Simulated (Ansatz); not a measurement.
AlCo

Input file:

```
crystal:
  lattice:
    - [2.56077643, 0.0, 0.0]
    - [0.0, 2.56077643, 0.0]
    - [0.0, 0.0, 3.70866556]
  atoms:
    - { symbol: Al, position: [0.5, 0.5, 0.5] }
    - { symbol: Co, position: [0.0, 0.0, 0.0], spin: 0.41 }
basis:
  ecutwfc: 420
kpoints:
  mp_grid: { grid: [22, 22, 16] }
hamiltonian:
  xc: pbe
scf:
  occupations: { method: gaussian, width: 0.1 }
output:
  forces: true
  stress: true
  eigenvalues: true
  populations: true
  write_density: true
  write_potential: true
  elf: true
  volumetric_format: npy
magnetization:
  spin_polarized: true
relax:
  adjacent_minimum: "off"
  f_tol: 0.01
  max_steps: 80
  cell: { stress_tol: 0.05 }
```

Command:

```sh
ansatz run input.yaml --threads 1 --pin off --max-ram 2560MiB --backend cpu --events-out ev --progress --plain --runs-dir out
```

Below, planes, directions and counts refer to the conventional cell (a = 2.85 Å, b = 2.85 Å, c = 2.85 Å, α = 90.00°, β = 90.00°, γ = 90.00°).

The fields are those of the run's last geometry, not of the input's.

Space group Pm-3m; a structure generated by program, which may or may not match a known phase; the program warned that a starting moment wasn't kept; spin-polarised, but the moments vanished.

All numbers below come from DFT PBE, scalar-relativistic, plane waves, PAW (Ansatz).

**What will maps of the valence pseudo-density and electron localisation function show?**

Al–Co (2.47 Å): ρ is about 0.32 e/Å³ halfway; the ELF is about 0.40 at the midpoint.

**Does the calculation give a band gap?**

It is gapless in this calculation (a metal or semimetal).

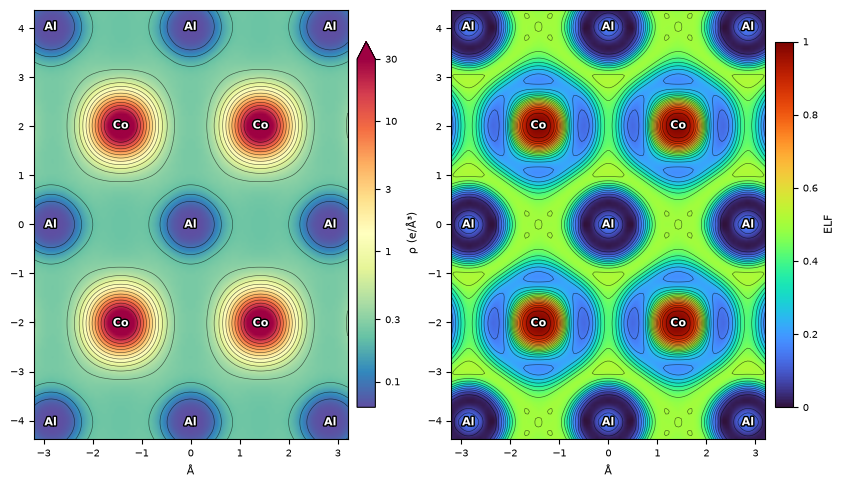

Computed valence pseudo-density and electron localisation function on the (011) plane of the conventional cell, in this order. 

In a PAW calculation such maps are meaningful between the atoms, not at the nuclei.
